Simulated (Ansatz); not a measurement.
## Band-structure calculation, with input and output: MnS

- system: MnS (2 atoms in the cell)
- method: DFT r2SCAN, scalar-relativistic, plane waves, PAW, spin-polarised (Ansatz 0.2.0)

The structure derives from an entry of the Crystallography Open Database. Figures and captions count atoms from 1; the log counts them from 0 in places.

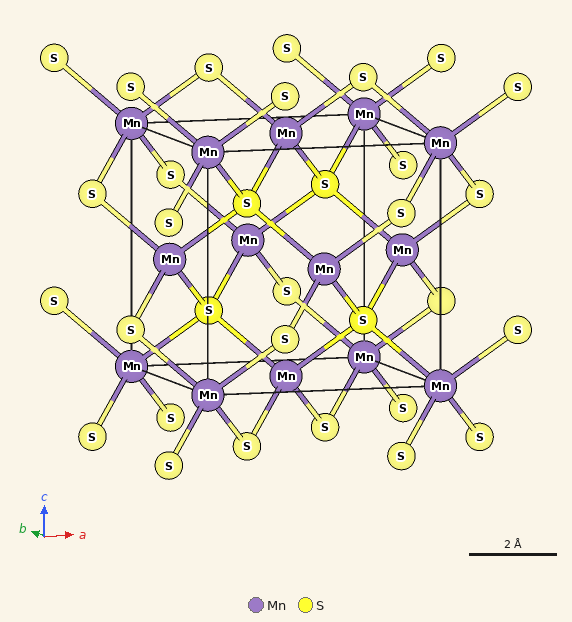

Fig. 1: The structure as given in the input (ball-and-stick view of the cell 4 times as large as that of the calculation, set on its symmetry axes, seen slightly off an axis; neighbours outside the cell are drawn fainter).

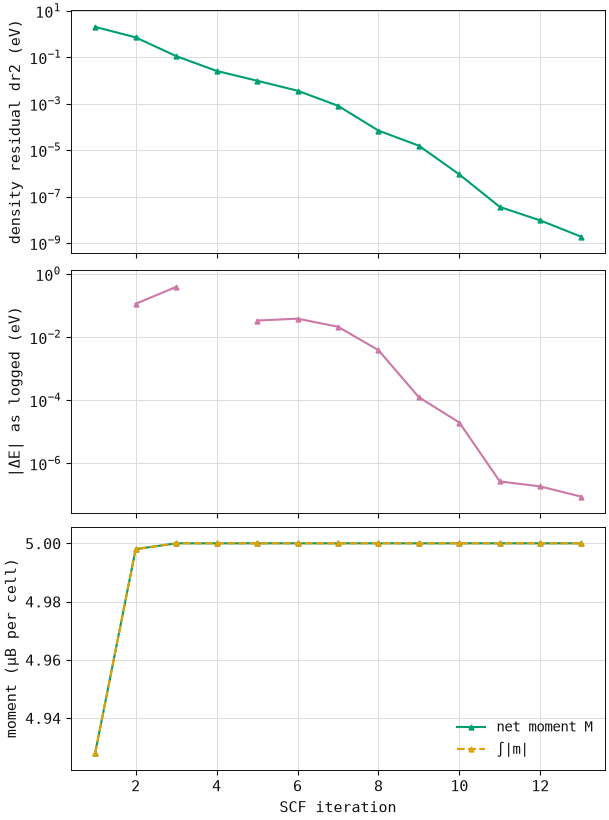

Fig. 2: Convergence of the self-consistent field: density residual dr2, size of the energy change and magnetic moment against the SCF iteration. The residual falls at every step. The net moment stays at 5.0 μB per cell.

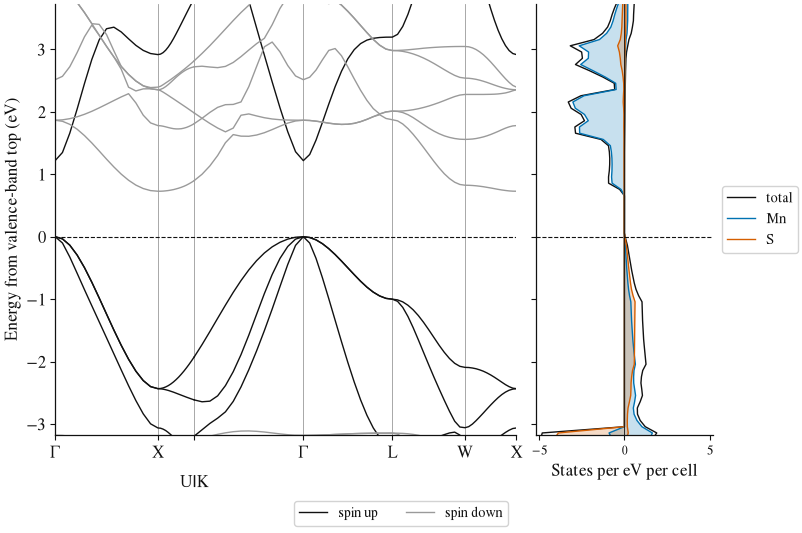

Fig. 3: Band structure along Γ–X–U|K–Γ–L–W–X and density of states (projected on Löwdin-orthogonalised atomic shells), with energies from the valence-band top. There is a gap of 0.73 eV on this path, indirect, from Γ to X.

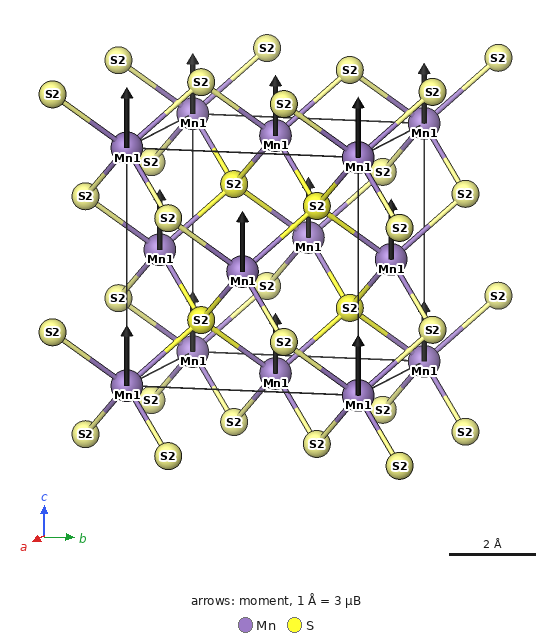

Fig. 4: Magnetic moments of the sites as black arrows (ball-and-stick view of the cell 4 times as large as that of the calculation, set on its symmetry axes, seen slightly off an axis; neighbours outside the cell are drawn fainter; atoms are numbered from 1 in the order of the input); small moments hardly show. The run is collinear, so the axis drawn is arbitrary. Site moments: Mn1 (4.33 μB); S2 (0.10 μB). They are counted near the atoms and needn't add up to the moment of the cell.

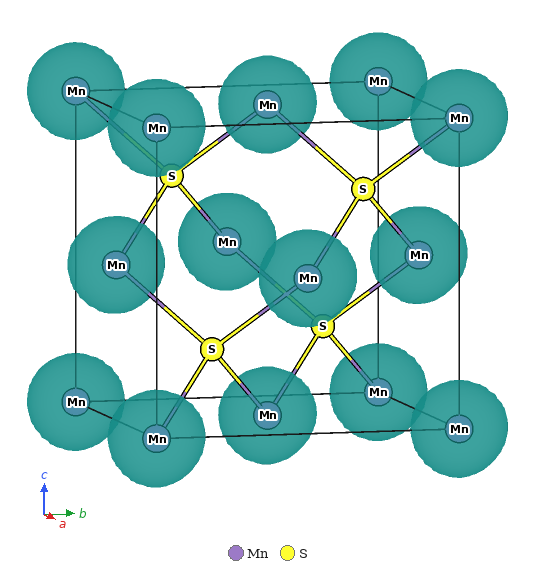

Fig. 5: Isosurface of the magnetisation density (up minus down) at +0.3 e/Å³ (teal), seen slightly off an axis. Sticks mark near contacts. The outline is the cell set on symmetry axes. The cell of the calculation (2 atoms) carries 5.0 μB net. The fields are those of the smooth PAW valence density.

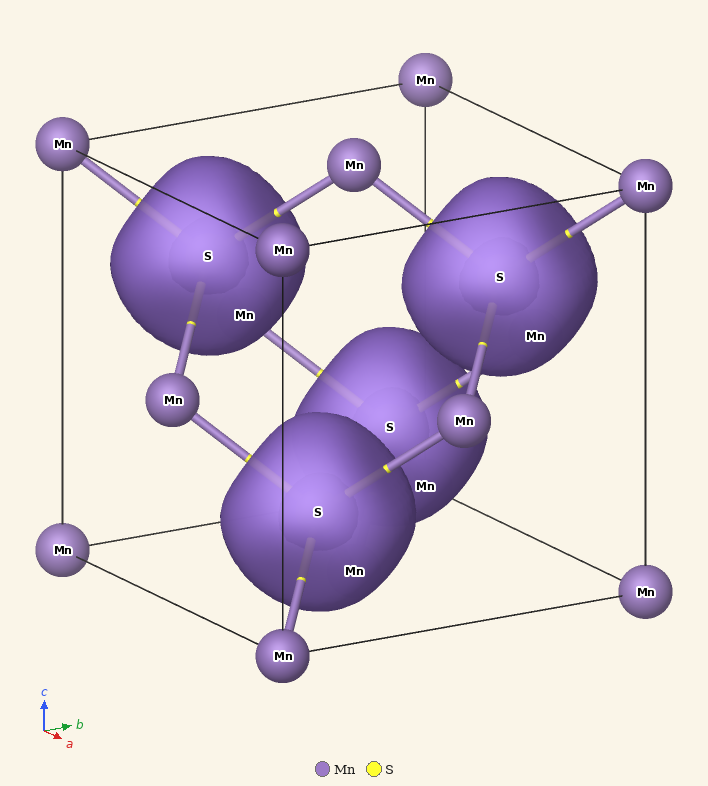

Fig. 6: Isosurface of the ELF at 0.65 (purple), seen at an oblique angle. Only the valence region is drawn (cores and ρ < 0.01 e/Å³ removed). Sticks mark near contacts. The outline is the cell set on symmetry axes. Along the contacts the grid gives the following. Mn–S (2.44 Å): the ELF is about 0.50 at the midpoint.

These pictures come from the run below.

Input:
```yaml
crystal:
  lattice:
    - [0.0, 2.8222405963, 2.8222405963]
    - [2.8222405963, 0.0, 2.8222405963]
    - [2.8222405963, 2.8222405963, 0.0]
  atoms:
    - { symbol: Mn, position: [0.0, 0.0, 0.0], spin: 4.0 }
    - { symbol: S, position: [0.25, 0.25, 0.25] }
basis:
  ecutwfc: 500
kpoints:
  mp_grid: { grid: [14, 14, 14] }
  band_path:
    path:
      - [[0.0, 0.0, 0.0], [-0.5, -0.5, 0.0], [-0.375, -0.375, 0.25]]
      - [[-0.375, 0.0, 0.375], [0.0, 0.0, 0.0], [0.0, 0.0, 0.5], [-0.5, -0.25, 0.25], [-0.5, -0.5, 0.0]]
    npoints: 14
hamiltonian:
  xc: r2scan
scf:
  occupations: { method: gaussian, width: 0.1 }
  n_extra_bands: 6
output:
  forces: true
  stress: true
  eigenvalues: true
  populations: true
  dos: { projected: true, de: 0.02, nscf_kmesh: { grid: [21, 21, 21] } }
  bader: true
  write_density: true
  write_potential: true
  elf: true
  volumetric_format: npy
magnetization:
  spin_polarized: true
```

Command:
```bash
ansatz run input.yaml --threads 1 --pin off --max-ram 2560MiB --backend cpu --events-out ev --progress --plain --runs-dir out
```

The program's output:
```
scf.n_extra_bands = 6 over 11 filled bands (N_el = 21.0): the run solves 17 bands
Engine: ansatz 0.2.0, aarch64-unknown-linux-gnu
Pseudopotentials: kind: paw
Pseudopotential: Mn, paw, valence charge 15, recommended cutoff 500 eV (meta_gga), Mn.paw.azcp
Pseudopotential: S, paw, valence charge 6, recommended cutoff 500 eV (meta_gga), S.paw.azcp
Functional definition: r2SCAN
  parameter k0 = 0.174
  parameter k1 = 0.065
  parameter a1 = 4.9479
  exchange = r2scan_x(k0 = k0, k1 = k1, a1 = a1)
  correlation = r2scan_c
Crystal: 2 atoms, lattice volume = 44.959 Å³
Basis set: ecut = 500 eV, 1139 PW (Γ), exchange–correlation on 120×120×120 points (64 copies of the dense FFT grid, shifted against one another)
Bands: 17, of which v1, the nominal top of the filled ones, is band 11 counted from 1 (10 counted from 0)
Symmetry: 24 space group operations
Space group: F-43m (ITA 216), of the structure as read, at distance tolerance 3.6e-5 Å
Magnetic group: BNS 216.74 (UNI 1576), of the structure as read, at distance tolerance 3.6e-5 Å
k-points: 104 of 2744 (time reversal used)
Non-local potential: Mn, projectors of the file, l = 0: 3, l = 1: 2, l = 2: 3, l = 3: 1
Non-local potential: S, projectors of the file, l = 0: 2, l = 1: 2, l = 2: 2
PAW form: soft (Blöchl's): semilocal exchange-correlation on the pseudo side does not see the compensation charge
PAW frozen core: Mn, regenerated for the run's functional (the file was generated under x = pbe(κ = 0.804, μ = 0.2195149727645171), c = pbe(β = 0.06672455060314922))
PAW frozen core: S, regenerated for the run's functional (the file was generated under x = pbe(κ = 0.804, μ = 0.2195149727645171), c = pbe(β = 0.06672455060314922))
PAW one-centre angular grid: Mn, 590 points (default); XC on 160 Gauss nodes
PAW one-centre angular grid: S, 302 points (default); XC on 160 Gauss nodes
Initial density: superposition of atomic densities (chi_scale 0.1, normalization cell, long waves kept (reshape's long-wave potential 0.00 eV rms))
Starting moments: Σ|m| = 4 μB on 1 of 2 sites
Initial wavefunctions: pseudopotential atomic-orbital guess
Functional: x = r2scan, c = r2scan; τ floored in thin density (d = 2e-4 eV/Å³)
SCF iter   1: F=—  HF=-4811.353255 eV  |F-HF|=—  |Δ(HF+E_count)|=         —  Δρ=8.50e-2 (↑8.50e-2 ↓2.42e-2)  dr2=2.06e0  dr2_τ=1.36e-2  dr2_m=1.07e0  M=4.928 μB ∫|m|=4.928 μB  β_m=1.00  ethr=3.10e-3  ⟨swp⟩=4.7  Hψ=16996  notcnv=0
Mixer restart at iter 1: flushing history
preconditioner: auto → Kerker (q_TF=auto, 2.403 Å⁻¹)  [metal: Δε(μ)=0.051 eV  Ē_g=9.635 eV  σ=0.100 eV  W_gap=0.28  n_scr=14 (ndim 8)  ℏωp=20.0 eV  f_vac=0.000  D(μ)=0.97/eV (n_scr^D=8)]
spin=Collinear: Kerker preconditioning applied to the charge; magnetization (m = ρ↑ − ρ↓) channel mixes plain (no charge-response kernel on spin).
SCF iter   2: F=—  HF=-4811.239325 eV  |F-HF|=—  |Δ(HF+E_count)|=   1.14e-1  Δρ=2.10e-2 (↑1.84e-2 ↓2.10e-2)  dr2=7.27e-1  dr2_τ=9.44e-3  dr2_m=2.14e-3  M=4.998 μB ∫|m|=4.998 μB  β_m=1.00  ethr=3.10e-3  ⟨swp⟩=2.5  Hψ=8331  notcnv=0  defer=375  κ⁻¹=1.0e0(r=1)
preconditioner: auto → none  [insulator: Δε(μ)=0.192 eV  Ē_g=9.895 eV  σ=0.100 eV  W_gap=0.73  n_scr=14 (ndim 8)  ℏωp=20.0 eV  f_vac=0.000  D(μ)=0.06/eV (n_scr^D=0)  ε∞_Penn≈5.1]
SCF iter   3: F=—  HF=-4811.630496 eV  |F-HF|=—  |Δ(HF+E_count)|=   3.91e-1  Δρ=8.60e-3 (↑7.47e-3 ↓8.60e-3)  dr2=1.14e-1  dr2_τ=1.40e-3  dr2_m=3.48e-3  M=5.000 μB ∫|m|=5.000 μB  β_m=1.00  ethr=3.10e-3  ⟨swp⟩=2.6  Hψ=5849  notcnv=0  defer=375  κ⁻¹=1.5e-1(r=2)
SCF iter   4: F=—  HF=-4811.764883 eV  |F-HF|=—  |Δ(HF+E_count)|=         —  Δρ=4.60e-3 (↑4.60e-3 ↓4.02e-3)  dr2=2.61e-2  dr2_τ=4.37e-4  dr2_m=6.78e-4  M=5.000 μB ∫|m|=5.000 μB  β_m=1.00  ethr=5.43e-4  ⟨swp⟩=2.2  Hψ=7525  notcnv=0  defer=375
Mixer restart at iter 4: flushing history
SCF iter   5: F=—  HF=-4811.798447 eV  |F-HF|=—  |Δ(HF+E_count)|=   3.36e-2  Δρ=2.79e-3 (↑2.79e-3 ↓2.76e-3)  dr2=9.87e-3  dr2_τ=1.06e-4  dr2_m=3.18e-5  M=5.000 μB ∫|m|=5.000 μB  β_m=1.00  ethr=1.24e-4  ⟨swp⟩=1.5  Hψ=4081  notcnv=0  defer=375  κ⁻¹=1.0e0(r=1)
SCF iter   6: F=—  HF=-4811.837063 eV  |F-HF|=—  |Δ(HF+E_count)|=   3.86e-2  Δρ=1.61e-3 (↑1.51e-3 ↓1.61e-3)  dr2=3.67e-3  dr2_τ=3.38e-5  dr2_m=8.54e-5  M=5.000 μB ∫|m|=5.000 μB  β_m=1.00  ethr=4.70e-5  ⟨swp⟩=2.4  Hψ=6313  notcnv=0  defer=375  κ⁻¹=9.0e-2(r=2)
SCF iter   7: F=—  HF=-4811.858450 eV  |F-HF|=—  |Δ(HF+E_count)|=   2.14e-2  Δρ=6.05e-4 (↑6.05e-4 ↓5.73e-4)  dr2=8.26e-4  dr2_τ=6.17e-6  dr2_m=4.08e-6  M=5.000 μB ∫|m|=5.000 μB  β_m=1.00  ethr=1.75e-5  ⟨swp⟩=2.1  Hψ=6018  notcnv=0  defer=375  κ⁻¹=3.1e-2(r=3)
SCF iter   8: F=—  HF=-4811.862320 eV  |F-HF|=—  |Δ(HF+E_count)|=   3.87e-3  Δρ=2.53e-4 (↑1.97e-4 ↓2.53e-4)  dr2=7.00e-5  dr2_τ=1.67e-6  dr2_m=3.65e-6  M=5.000 μB ∫|m|=5.000 μB  β_m=1.00  ethr=3.93e-6  ⟨swp⟩=2.0  Hψ=5720  notcnv=0  defer=375  κ⁻¹=5.0e-3(r=4)
SCF iter   9: F=—  HF=-4811.862445 eV  |F-HF|=—  |Δ(HF+E_count)|=   1.25e-4  Δρ=1.11e-4 (↑1.04e-4 ↓1.11e-4)  dr2=1.56e-5  dr2_τ=9.96e-8  dr2_m=1.70e-7  M=5.000 μB ∫|m|=5.000 μB  β_m=1.00  ethr=3.33e-7  ⟨swp⟩=2.0  Hψ=5616  notcnv=0  defer=375  κ⁻¹=4.5e-4(r=5)
SCF iter  10: F=—  HF=-4811.862465 eV  |F-HF|=—  |Δ(HF+E_count)|=   1.97e-5  Δρ=2.97e-5 (↑2.97e-5 ↓2.86e-5)  dr2=9.00e-7  dr2_τ=1.07e-8  dr2_m=2.64e-8  M=5.000 μB ∫|m|=5.000 μB  β_m=1.00  ethr=7.44e-8  ⟨swp⟩=2.5  Hψ=5636  notcnv=0  defer=375  κ⁻¹=9.9e-5(r=6)
SCF iter  11: F=—  HF=-4811.862465 eV  |F-HF|=—  |Δ(HF+E_count)|=   2.69e-7  Δρ=7.34e-6 (↑7.34e-6 ↓6.98e-6)  dr2=3.59e-8  dr2_τ=1.28e-9  dr2_m=6.86e-9  M=5.000 μB ∫|m|=5.000 μB  β_m=1.00  ethr=4.28e-9  ⟨swp⟩=2.2  Hψ=5655  notcnv=0  defer=375  κ⁻¹=3.9e-6(r=7)
SCF iter  12: F=—  HF=-4811.862465 eV  |F-HF|=—  |Δ(HF+E_count)|=   1.87e-7  Δρ=3.29e-6 (↑3.29e-6 ↓2.86e-6)  dr2=9.39e-9  dr2_τ=3.36e-10  dr2_m=2.28e-10  M=5.000 μB ∫|m|=5.000 μB  β_m=1.00  ethr=1.71e-10  ⟨swp⟩=2.0  Hψ=5204  notcnv=0  defer=375  κ⁻¹=2.4e-7(r=8)
SCF iter  13: F=-4811.862465 eV  HF=-4811.862465 eV  |F-HF|=3.18e-9  |Δ(HF+E_count)|=   8.94e-8  Δρ=1.43e-6 (↑1.43e-6 ↓1.11e-6)  dr2=1.91e-9  dr2_τ=6.87e-11  dr2_m=1.49e-10  M=5.000 μB ∫|m|=5.000 μB  ethr=4.47e-11  ⟨swp⟩=7.8  Hψ=22343  notcnv=0
SCF 1 converged in 13 iterations: F = -4811.862465 eV  dr2 = 1.91e-9
  greatest PAW one-centre occupation: 1.005 electrons in one spin orbital (limit 2), on the Mn atom at site 0 (counted from 0), in its partial waves of l = 1
this state was not tested for a lower state beside it, because the mixer in use, unlike msr1, does not test its closes by its own steps (another_mixer; see scf.mixing.algorithm and scf.lower_state_search)
NSCF: frozen V_eff on 86 k-points
NSCF: frozen V_eff on 286 k-points
SCF converged after 13 iterations
Magnetization: 5.0000 μB (13.0000 up, 8.0000 down)
Absolute magnetization: 5.0000 μB (∫|ρ↑−ρ↓|, with the PAW one-centre terms)
Spin contamination: 0.0127 ħ² per cell (⟨S²⟩ above its minimum at these occupations)
Per-site moments (μB) at R_I (Å): [(4.32680196186589, 1.0082044714448612), (0.10498809670384375, 1.0082044714448612)]
Free energy (F): -4811.862465 eV
Harris-Foulkes:  -4811.862465 eV  (|F-HF|=3.18e-9)
Internal energy: -4811.862465 eV  (E = F + TS)
E sigma→0 (E₀):  -4811.862465 eV
Fermi energy:    7.380128 eV
--- Per-component energies (eV) ---
  E_band       = -384.107130
  E_kinetic    = 404.539106
  E_local      = -2820.729026  (includes V_loc(G=0)·N_el)
  E_nonlocal   = 282.852656
  E_hartree    = 1158.238466
  E_xc         = -198.515545
  E_vxc        = -251.615504  (∫ρ·V_xc dr)
  E_paw        = -1927.344848  (= ΣΔE_a)
  E_vpaw       = -330.966868  (= ΣTr[D̂ρ^β])
  E_aug_tail   = -0.000004  (compensation charges beyond the density's cutoff)
  E_vtau       = 15.336072  (kinetic-family band-sum trace: ∫τ·v_τ [+ j·A + Jᵃ·Aᵃ] dr)
  E_ewald      = -1710.510460
  E_core_change = -0.392810  (= ΣΔE_core)
  E_smearing   = -0.000000  (= −TS)
  E_closure    = -0.000000  (closes the sum)
  Σ components = -4811.862465   (vs F -4811.862465, Δ=0.00e0)
--- Forces (eV/Å), atoms counted from 1 ---
  atom   1  Mn     0.00000000    -0.00000000    -0.00000000
  atom   2  S     -0.00000000     0.00000000    -0.00000000
  max |Σ_I F_I| component: 2.78e-17 eV/Å
--- Stress (GPa, compression-positive) ---
        0.101568       0.000000      -0.000000
        0.000000       0.101568       0.000000
       -0.000000       0.000000       0.101568
  P = ⅓ Tr σ = 0.1016 GPa (1.016 kbar)
--- Band table (eV; the first three rows and the last of 208) ---
  k-point 0 ↑: bands = ["-78.5519", "-46.0343", "-46.0343", "-46.0343", "-7.3093", "1.8517", "1.8517", "1.8517", "3.3821", "3.3821", "7.0233", "7.0233", "7.0233", "8.2409", "13.1851", "13.1851", "13.1851"]
  k-point 1 ↑: bands = ["-78.5519", "-46.0345", "-46.0344", "-46.0344", "-7.2798", "1.8147", "1.8650", "1.8650", "3.3796", "3.3796", "6.6756", "6.9721", "6.9721", "8.5704", "13.1150", "13.2667", "13.2667"]
  k-point 2 ↑: bands = ["-78.5519", "-46.0349", "-46.0344", "-46.0344", "-7.1953", "1.7152", "1.9016", "1.9016", "3.3755", "3.3755", "6.0308", "6.8316", "6.8316", "9.1465", "12.9925", "13.4672", "13.4672"]
  k-point 103 ↓: bands = ["-72.2976", "-39.8051", "-39.8037", "-39.8029", "-6.1436", "2.5354", "2.9072", "3.5445", "7.8431", "8.5875", "9.3011", "9.5533", "10.0472", "13.4339", "14.7459", "15.4787", "15.8261"]
--- Löwdin populations: 2 sites ---
  site symbol       q [e]    m [muB]
     0     Mn     13.8599     4.6899
     1      S      6.9939     0.2313
  spilling = 0.006958 (of n_electrons = 21.000000)
--- Bader charges: 2 sites ---
  site symbol  charge [e]  shift [e]    m [muB]
     0     Mn      1.2492     0.0008     4.6569
     1      S     -1.2492     0.0008     0.3431
  estimated error of the sums over rays = 2.7e-4 e
```

File bader_charges.tsv:
```
# site	symbol	x_ang	y_ang	z_ang	partial_charge_e	electrons	volume_ang3	relative_density_drop	shared_charge_e	partial_wave_shift_e	spin_moment_mub
# quadrature_error_electrons = 2.7e-4
0	Mn	0.0000	0.0000	0.0000	1.24923	23.75077	14.44	-	1.24923	0.00081	4.65687
1	S	1.4111	1.4111	1.4111	-1.24923	17.24923	30.52	-	-1.24923	0.00081	0.34313
```

File populations.tsv:
```
# site	symbol	l	j	q_up	q_dn
# orbitals = lowdin
# n_electrons = 21.000000
# spilling = 0.006958
0	Mn	0_3S	-	0.999750	0.999809
0	Mn	0_4S	-	0.309508	0.238544
0	Mn	1_3P	-	2.999520	2.998519
0	Mn	2_3D	-	4.966134	0.348160
1	S	0_3S	-	0.919296	0.886372
1	S	1_3P	-	2.693314	2.494949
```

Summary:

```tsv
quantity	value
outcome	converged
space group (tolerance 0.01 Å)	F-43m (216)
electrons treated	21
free energy	−4811.8625 eV
Fermi energy	7.380 eV
gap on the k-point mesh	0.73 eV
gap on the band path	0.73 eV
net moment of the cell	5.00 μB
integrated absolute moment	5.00 μB
pressure	0.10 GPa
largest force (length of the vector)	under 0.001 eV/Å
hardware	1 thread of Arm Neoverse V2, 128 GiB of memory available, shared host
wall time	1.9 min
peak memory	0.67 GiB
```

Notes:

The electronic state found may not be the lowest one. Warnings of the run: the state was not tested for a lower one. Semilocal DFT without U tends to delocalise the d electrons of such compounds and to underestimate the gap.
